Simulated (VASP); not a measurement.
## ZrS2: geometry relaxation (part 3 of 3)

ZrS2 (P-3m1, 3 atoms in the cell); Kohn-Sham DFT of a periodic cell, PBE, VASP PAW PBE potentials, recommended, no spin polarisation (VASP 6.6.1); cutoff 600 eV, 9×9×5 k-mesh, Gaussian smearing of 0.03 eV. The structure derives from a Materials Project entry.

Geometry of the input (Å; fractional positions):
```
3.6853  -0.0000  0.0000
-1.8427  3.1916  -0.0000
-0.0000  -0.0000  6.5299
Zr 0.0000  0.0000  0.0000
S  0.6667  0.3333  0.7781
S  0.3333  0.6667  0.2219
```

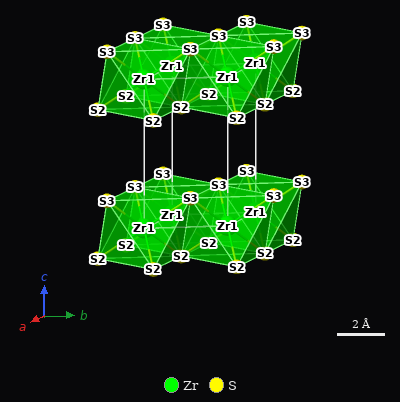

Fig. 1: The geometry at step 4 of the log (polyhedral view of the cell of the calculation, seen slightly off an axis; polyhedra are completed across the faces of the cell; atoms are numbered from 1 in the order of the input).

Parts of OUTCAR, continued
```
  FORCE on cell =-STRESS in cart. coord.  units (eV):
  Direction    XX          YY          ZZ          XY          YZ          ZX
  --------------------------------------------------------------------------------------
  -------------------------------------------------------------------------------------
  Total        0.0107016      0.0107016     -0.0007127      0.0000000      0.0000000     -0.0000000
  in kB        0.2219662      0.2219662     -0.0147816      0.0000000      0.0000000     -0.0000000
  external PRESSURE =       0.1430503 kB  Pullay stress =       0.0000000 kB

 VOLUME and BASIS-vectors are now :
 -----------------------------------------------------------------------------
  energy-cutoff  :      600.00
  volume of cell :       77.25
      direct lattice vectors                 reciprocal lattice vectors
     3.682922580 -0.000000000 -0.000000000     0.271523492  0.156764161 -0.000000000
    -1.841461290  3.189504515  0.000000000     0.000000000  0.313528322 -0.000000000
    -0.000000000  0.000000000  6.575919836     0.000000000 -0.000000000  0.152069980

 POSITION                                       TOTAL-FORCE (eV/Angst)
 -----------------------------------------------------------------------------------
      3.68292     -0.00000     -0.00000         0.000000     -0.000000      0.000000
      1.84146      1.06317      5.12518        -0.000000      0.000000      0.011820
     -0.00000      2.12634      1.45074         0.000000     -0.000000     -0.011820
 -----------------------------------------------------------------------------------
    total drift:                                0.000000      0.000000      0.000000

  FREE ENERGIE OF THE ION-ELECTRON SYSTEM (eV)
  ---------------------------------------------------
  free  energy   TOTEN  =       -21.4417591723 eV

  energy  without entropy=      -21.4417591723  energy(sigma->0) =      -21.44175917

--------------------------------------- Ionic step        7  -------------------------------------------

 number of electron      23.9999998 magnetization

 E-fermi :   3.3441     XC(G=0):  -8.7820     alpha+bet :-10.0399

 val. band max:        3.1537824064   @ k =   0.0000   0.0000   0.0000
 cond. band min:       4.2920155433   @ k =   0.0000   0.4444   0.4000
 fundamental gap:      1.1382331369
 Fermi energy:         3.3440642836

 k-point     1 :       0.0000    0.0000    0.0000
  band No.  band energies     occupation
      1     -45.7473      2.00000
      2     -23.8015      2.00000
      3     -23.6524      2.00000
      4     -23.6524      2.00000
      5      -9.2319      2.00000
      6      -8.0152      2.00000
      7      -0.7448      2.00000
      8       0.5460      2.00000
      9       0.5460      2.00000
     10       2.8137      2.00000
     11       3.1538      2.00000
     12       3.1538      2.00000
     13       4.8413      0.00000
     14       4.8413      0.00000
     15       5.6347      0.00000
     16       8.3138      0.00000

 k-point     2 :       0.1111   -0.0000    0.0000
  band No.  band energies     occupation
      1     -45.7452      2.00000
      2     -23.7951      2.00000
      3     -23.6821      2.00000
      4     -23.6588      2.00000
      5      -9.1101      2.00000
      6      -8.0375      2.00000
      7      -0.5856      2.00000
      8       0.3690      2.00000
      9       0.6195      2.00000
     10       2.4025      2.00000
     11       2.8355      2.00000
     12       2.9644      2.00000
     13       4.9234      0.00000
     14       5.2307      0.00000
     15       5.7850      0.00000
     16       7.9014      0.00000

 k-point     3 :       0.2222    0.0000    0.0000
  band No.  band energies     occupation
      1     -45.7400      2.00000
      2     -23.7798      2.00000
      3     -23.7557      2.00000
      4     -23.6749      2.00000
      5      -8.7934      2.00000
      6      -8.0876      2.00000
      7      -0.2063      2.00000
      8       0.1606      2.00000
      9       0.7711      2.00000
     10       1.1473      2.00000
     11       2.3824      2.00000
     12       2.9235      2.00000
     13       4.7679      0.00000
     14       5.8470      0.00000
     15       6.1692      0.00000
     16       7.8531      0.00000

 k-point     4 :       0.3333   -0.0000    0.0000
  band No.  band energies     occupation
      1     -45.7340      2.00000
      2     -23.8401      2.00000
      3     -23.7599      2.00000
      4     -23.6932      2.00000
      5      -8.4596      2.00000
      6      -8.0825      2.00000
      7      -0.3801      2.00000
      8       0.3021      2.00000
      9       0.6397      2.00000
     10       0.8392      2.00000
     11       2.1777      2.00000
     12       2.3817      2.00000
     13       4.5458      0.00000
     14       6.2674      0.00000
     15       6.5740      0.00000
     16       8.4699      0.00000

 k-point     5 :       0.4444    0.0000    0.0000
  band No.  band energies     occupation
      1     -45.7301      2.00000
      2     -23.8933      2.00000
      3     -23.7479      2.00000
      4     -23.7050      2.00000
      5      -8.3677      2.00000
      6      -7.9233      2.00000
      7      -0.9240      2.00000
      8       0.4702      2.00000
      9       0.8066      2.00000
     10       0.9462      2.00000
     11       1.8667      2.00000
     12       2.1777      2.00000
     13       4.4083      0.00000
     14       6.4860      0.00000
     15       6.7836      0.00000
     16       8.7633      0.00000

 [... the levels of 18 k-points are left out ...]

 k-point    24 :      -0.1111    0.3333    0.2000
  band No.  band energies     occupation
      1     -45.7359      2.00000
      2     -23.8041      2.00000
      3     -23.7666      2.00000
      4     -23.6960      2.00000
      5      -8.5341      2.00000
      6      -8.1251      2.00000
      7      -0.1754      2.00000
      8       0.2297      2.00000
      9       0.5767      2.00000
     10       1.0363      2.00000
     11       1.8611      2.00000
     12       2.7222      2.00000
     13       4.9375      0.00000
     14       5.8589      0.00000
     15       6.6582      0.00000
     16       7.7101      0.00000

 [... further k-points ...]

------------------------ aborting loop because EDIFF is reached ----------------------------------------

  FORCE on cell =-STRESS in cart. coord.  units (eV):
  Direction    XX          YY          ZZ          XY          YZ          ZX
  --------------------------------------------------------------------------------------
  -------------------------------------------------------------------------------------
  Total        0.0096889      0.0096889     -0.0039988      0.0000000     -0.0000000      0.0000000
  in kB        0.1997055      0.1997055     -0.0824231      0.0000000     -0.0000000      0.0000000
  external PRESSURE =       0.1056626 kB  Pullay stress =       0.0000000 kB

 VOLUME and BASIS-vectors are now :
 -----------------------------------------------------------------------------
  energy-cutoff  :      600.00
  volume of cell :       77.73
      direct lattice vectors                 reciprocal lattice vectors
     3.683191895 -0.000000000 -0.000000000     0.271503638  0.156752699 -0.000000000
    -1.841595947  3.189737748  0.000000000     0.000000000  0.313505397 -0.000000000
    -0.000000000  0.000000000  6.616335223     0.000000000 -0.000000000  0.151141072

 POSITION                                       TOTAL-FORCE (eV/Angst)
 -----------------------------------------------------------------------------------
     -1.84160      3.18974      0.00000         0.000000      0.000000      0.000000
      1.84160      1.06325      5.16597        -0.000000      0.000000      0.007993
     -0.00000      2.12649      1.45036         0.000000     -0.000000     -0.007993
 -----------------------------------------------------------------------------------
    total drift:                                0.000000     -0.000000     -0.000000

  FREE ENERGIE OF THE ION-ELECTRON SYSTEM (eV)
  ---------------------------------------------------
  free  energy   TOTEN  =       -21.4419271815 eV

  energy  without entropy=      -21.4419271815  energy(sigma->0) =      -21.44192718

--------------------------------------- Ionic step        8  -------------------------------------------

 number of electron      23.9999997 magnetization

 Free energy of the ion-electron system (eV)
  ---------------------------------------------------
  ext. energy  EPLUGINS =         0.00000000
  ---------------------------------------------------
  free energy    TOTEN  =       -21.44205345 eV

  energy without entropy =      -21.44205345  energy(sigma->0) =      -21.44205345

 E-fermi :   3.2193     XC(G=0):  -8.7038     alpha+bet : -9.9158

 val. band max:        3.0321521581   @ k =   0.0000   0.0000   0.0000
 cond. band min:       4.1799562775   @ k =   0.0000   0.4444   0.4000
 fundamental gap:      1.1478041193
 Fermi energy:         3.2193063716

 k-point     1 :       0.0000    0.0000    0.0000
  band No.  band energies     occupation
      1     -45.8662      2.00000
      2     -23.9205      2.00000
      3     -23.7715      2.00000
      4     -23.7715      2.00000
      5      -9.3457      2.00000
      6      -8.1394      2.00000
      7      -0.8396      2.00000
      8       0.4245      2.00000
      9       0.4245      2.00000
     10       2.6561      2.00000
     11       3.0322      2.00000
     12       3.0322      2.00000
     13       4.7211      0.00000
     14       4.7211      0.00000
     15       5.5226      0.00000
     16       8.2064      0.00000

 k-point     2 :       0.1111   -0.0000    0.0000
  band No.  band energies     occupation
      1     -45.8641      2.00000
      2     -23.9142      2.00000
      3     -23.8011      2.00000
      4     -23.7778      2.00000
      5      -9.2240      2.00000
      6      -8.1614      2.00000
      7      -0.6814      2.00000
      8       0.2435      2.00000
      9       0.4980      2.00000
     10       2.2820      2.00000
     11       2.7143      2.00000
     12       2.8170      2.00000
     13       4.8034      0.00000
     14       5.1110      0.00000
     15       5.6738      0.00000
     16       7.7861      0.00000

 k-point     3 :       0.2222    0.0000    0.0000
  band No.  band energies     occupation
      1     -45.8588      2.00000
      2     -23.8989      2.00000
      3     -23.8746      2.00000
      4     -23.7939      2.00000
      5      -8.9077      2.00000
      6      -8.2104      2.00000
      7      -0.3099      2.00000
      8       0.0342      2.00000
      9       0.6495      2.00000
     10       1.0318      2.00000
     11       2.2626      2.00000
     12       2.7957      2.00000
     13       4.6486      0.00000
     14       5.7289      0.00000
     15       6.0568      0.00000
     16       7.7219      0.00000

 k-point     4 :       0.3333   -0.0000    0.0000
  band No.  band energies     occupation
      1     -45.8529      2.00000
      2     -23.9590      2.00000
      3     -23.8790      2.00000
      4     -23.8122      2.00000
      5      -8.5763      2.00000
      6      -8.2024      2.00000
      7      -0.5033      2.00000
      8       0.1737      2.00000
      9       0.5419      2.00000
     10       0.7169      2.00000
     11       2.0605      2.00000
     12       2.2689      2.00000
     13       4.4263      0.00000
     14       6.1493      0.00000
     15       6.4559      0.00000
     16       8.3396      0.00000

 k-point     5 :       0.4444    0.0000    0.0000
  band No.  band energies     occupation
      1     -45.8490      2.00000
      2     -24.0121      2.00000
      3     -23.8670      2.00000
      4     -23.8240      2.00000
      5      -8.4877      2.00000
      6      -8.0398      2.00000
      7      -1.0446      2.00000
      8       0.3416      2.00000
      9       0.6838      2.00000
     10       0.8353      2.00000
     11       1.7683      2.00000
     12       2.0625      2.00000
     13       4.2885      0.00000
     14       6.3656      0.00000
     15       6.6616      0.00000
     16       8.6379      0.00000

 [... the levels of 18 k-points are left out ...]

 k-point    24 :      -0.1111    0.3333    0.2000
  band No.  band energies     occupation
      1     -45.8548      2.00000
      2     -23.9230      2.00000
      3     -23.8856      2.00000
      4     -23.8150      2.00000
      5      -8.6500      2.00000
      6      -8.2461      2.00000
      7      -0.2851      2.00000
      8       0.1074      2.00000
      9       0.4570      2.00000
     10       0.9218      2.00000
     11       1.7386      2.00000
     12       2.5974      2.00000
     13       4.8233      0.00000
     14       5.7362      0.00000
     15       6.5375      0.00000
     16       7.5938      0.00000

 [... further k-points ...]

------------------------ aborting loop because EDIFF is reached ----------------------------------------

  FORCE on cell =-STRESS in cart. coord.  units (eV):
  Direction    XX          YY          ZZ          XY          YZ          ZX
  --------------------------------------------------------------------------------------
  -------------------------------------------------------------------------------------
  Total        0.0133173      0.0133173      0.0040707      0.0000000     -0.0000000      0.0000000
  in kB        0.2710998      0.2710998      0.0828678      0.0000000     -0.0000000      0.0000000
  external PRESSURE =       0.2083558 kB  Pullay stress =       0.0000000 kB

 VOLUME and BASIS-vectors are now :
 -----------------------------------------------------------------------------
  energy-cutoff  :      600.00
  volume of cell :       78.70
      direct lattice vectors                 reciprocal lattice vectors
     3.683730524 -0.000000000 -0.000000000     0.271463940  0.156729779 -0.000000000
    -1.841865262  3.190204214  0.000000000     0.000000000  0.313459557 -0.000000000
    -0.000000000  0.000000000  6.697165996     0.000000000 -0.000000000  0.149316890

 POSITION                                       TOTAL-FORCE (eV/Angst)
 -----------------------------------------------------------------------------------
      3.68373     -0.00000     -0.00000         0.000000      0.000000      0.000000
      1.84187      1.06340      5.24778         0.000000     -0.000000     -0.001467
     -0.00000      2.12680      1.44939        -0.000000      0.000000      0.001467
 -----------------------------------------------------------------------------------
    total drift:                               -0.000000     -0.000000      0.000000

  FREE ENERGIE OF THE ION-ELECTRON SYSTEM (eV)
  ---------------------------------------------------
  free  energy   TOTEN  =       -21.4420534468 eV

  energy  without entropy=      -21.4420534468  energy(sigma->0) =      -21.44205345

 reached required accuracy - stopping structural energy minimisation
```

CONTCAR
```
ZrS2
   1.00000000000000
     3.6837305235367950   -0.0000000000000250   -0.0000000000000004
    -1.8418652617184414    3.1902042140607985    0.0000000000000002
    -0.0000000000000002    0.0000000000000004    6.6971659960615595
  Zr              S
     1     2
Direct
     1.0000000000000000    0.0000000000000000    0.0000000000000000
     0.6666666699999979    0.3333333300000021    0.7835818632154534
     0.3333333300000021    0.6666666699999979    0.2164181367845467

  0.00000000E+00  0.00000000E+00  0.00000000E+00
  0.00000000E+00  0.00000000E+00  0.00000000E+00
  0.00000000E+00  0.00000000E+00  0.00000000E+00
```

Trajectory as extended XYZ (Å, eV, eV/Å), 8 frames, from step=0 to step=7
```
3
Lattice="3.6853 0.0000 0.0000 -1.8427 3.1916 0.0000 0.0000 0.0000 6.5299" Properties=species:S:1:pos:R:3:forces:R:3 step=0 energy=-21.44151
Zr    0.0000    0.0000    0.0000    0.0000   0.0000   0.0000
S     1.8427    1.0639    5.0812    0.0000   0.0000   0.0029
S     0.0000    2.1277    1.4487    0.0000   0.0000  -0.0029
3
Lattice="3.6845 -0.0000 -0.0000 -1.8422 3.1908 0.0000 -0.0000 -0.0000 6.5339" Properties=species:S:1:pos:R:3:forces:R:3 step=1 energy=-21.44154
Zr    3.6845    0.0000    0.0000    0.0000   0.0000   0.0000
S     1.8422    1.0636    5.0845    0.0000   0.0000   0.0066
S     0.0000    2.1272    1.4494    0.0000   0.0000  -0.0066
3
Lattice="3.6827 -0.0000 -0.0000 -1.8413 3.1893 0.0000 -0.0000 -0.0000 6.5422" Properties=species:S:1:pos:R:3:forces:R:3 step=2 energy=-21.44156
Zr   -1.8413    3.1893    6.5422    0.0000   0.0000   0.0000
S     1.8413    1.0631    5.0913    0.0000   0.0000   0.0146
S     0.0000    2.1262    1.4510    0.0000   0.0000  -0.0146
3
Lattice="3.6827 -0.0000 -0.0000 -1.8414 3.1893 0.0000 -0.0000 -0.0000 6.5456" Properties=species:S:1:pos:R:3:forces:R:3 step=3 energy=-21.44158
Zr    3.6827    0.0000    0.0000    0.0000   0.0000   0.0000
S     1.8414    1.0631    5.0946    0.0000   0.0000   0.0143
S     0.0000    2.1262    1.4510    0.0000   0.0000  -0.0143
3
Lattice="3.6828 -0.0000 -0.0000 -1.8414 3.1894 0.0000 -0.0000 0.0000 6.5557" Properties=species:S:1:pos:R:3:forces:R:3 step=4 energy=-21.44165
Zr   -1.8414    3.1894    0.0000    0.0000   0.0000   0.0000
S     1.8414    1.0631    5.1048    0.0000   0.0000   0.0134
S     0.0000    2.1263    1.4509    0.0000   0.0000  -0.0134
3
Lattice="3.6829 -0.0000 -0.0000 -1.8415 3.1895 0.0000 -0.0000 0.0000 6.5759" Properties=species:S:1:pos:R:3:forces:R:3 step=5 energy=-21.44176
Zr    3.6829    0.0000    0.0000    0.0000   0.0000   0.0000
S     1.8415    1.0632    5.1252    0.0000   0.0000   0.0118
S     0.0000    2.1263    1.4507    0.0000   0.0000  -0.0118
3
Lattice="3.6832 -0.0000 -0.0000 -1.8416 3.1897 0.0000 -0.0000 0.0000 6.6163" Properties=species:S:1:pos:R:3:forces:R:3 step=6 energy=-21.44193
Zr   -1.8416    3.1897    0.0000    0.0000   0.0000   0.0000
S     1.8416    1.0632    5.1660    0.0000   0.0000   0.0080
S     0.0000    2.1265    1.4504    0.0000   0.0000  -0.0080
3
Lattice="3.6837 -0.0000 -0.0000 -1.8419 3.1902 0.0000 -0.0000 0.0000 6.6972" Properties=species:S:1:pos:R:3:forces:R:3 step=7 energy=-21.44205
Zr    3.6837    0.0000    0.0000    0.0000   0.0000   0.0000
S     1.8419    1.0634    5.2478    0.0000   0.0000  -0.0015
S     0.0000    2.1268    1.4494    0.0000   0.0000   0.0015
```

Key numbers

| quantity | value |
| --- | --- |
| outcome | converged |
| space group (tolerance 0.01 Å) | P-3m1 (164) |
| electrons treated | 24 |
| free energy | −21.4421 eV |
| Fermi energy | 3.219 eV |
| gap on the k-point mesh | 1.15 eV |
| pressure | 0.02 GPa |
| final volume | 78.70 Å³ |
| largest force (length of the vector) at the end | 0.001 eV/Å |
| final cell | a = 3.684 Å, b = 3.684 Å, c = 6.697 Å, α = 90.00°, β = 90.00°, γ = 120.00° |
| hardware | 1 thread of Intel Xeon (Granite Rapids), 64 GiB of memory available, shared host |
| wall time | 3.1 min |
| peak memory | 0.25 GiB |
